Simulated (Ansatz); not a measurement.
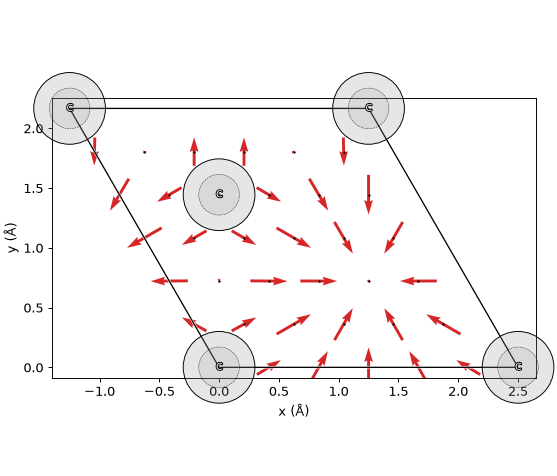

CO on a C(001) slab cut from the P6_3/mmc phase, its upper half relaxed before the scan (40 atoms of substrate and one adsorbate in a 2 × 2 cell). CO (O end down) is moved over the surface cell at a fixed height above a rigid substrate; the origin of the map has the adsorbate above C33; the height is held at 2.70 Å. Places are given modulo a cell vector. The map is drawn in real space over the plane of the surface. The scan uses a 6 × 6 grid; 10 points were computed and 26 follow by symmetry. Places are given in fractions of the 1 × 1 surface cell. At a fixed height the lowest place need not be the adsorption site. All numbers below come from DFT PBE+D3(BJ), scalar-relativistic, plane waves, PAW (Ansatz). Settings: cutoff 420 eV, k-mesh 6×6×1, gaussian smearing 0.05 eV, no spin polarisation.

In the figure: dots at the grid points, arrows along the force (downhill), their lengths compressed, labelled circles for the atoms of the top layer and small ones for the second layer, the outline of one cell of the plane.

The arrows alone are given. Where is the energy lowest?

The arrows converge at a sixfold hollow, (4/6, 2/6) of the cell vectors (read from the interpolated surface).

The energy map of the same scan:

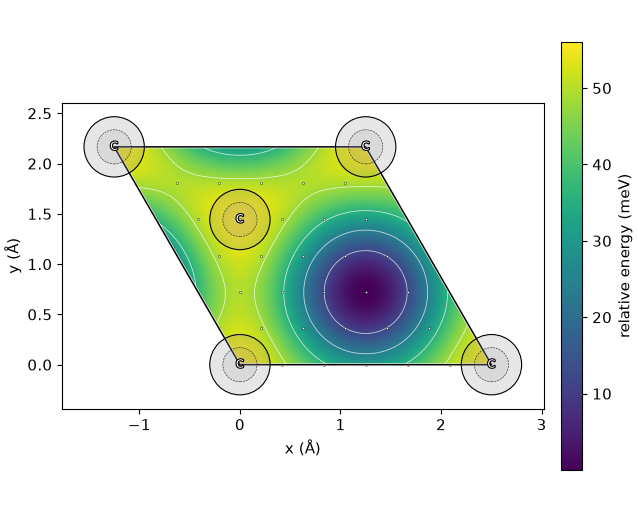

Energies are in meV, from the lowest grid point; between grid points the surface is interpolated.

PAW datasets: the set soft_1.
